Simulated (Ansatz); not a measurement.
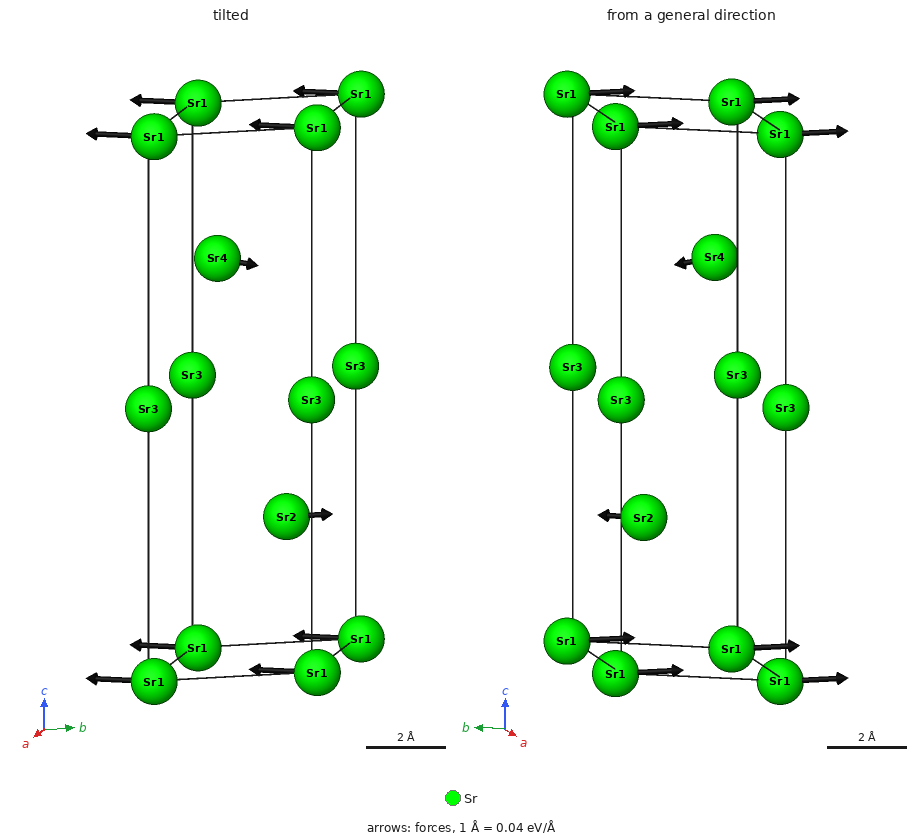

The crystal in a spheres-only representation, seen slightly off an axis and from a general direction. The edges of the simulation cell are marked. The arrows are the computed forces on the atoms.

System: Sr. Theory: DFT PBEsol, scalar-relativistic, plane waves, PAW (Ansatz 0.2.0). Numerical settings: a kinetic-energy cutoff of 420 eV, k-points on a 12×12×4 grid, Gaussian smearing of 0.1 eV, no spin polarisation.

> Are the forces small enough to call this converged?

No. The atoms still feel forces of up to about 0.05 eV/Å, above a usual threshold of 0.01 to 0.03 eV/Å.

> Name the atom under the greatest force.

Sr1, about 0.05 eV/Å.

Provenance: a structure listed in the Materials Project. The cell was then strained or its atoms displaced on purpose. An electronic-structure calculation with Ansatz was run on it.
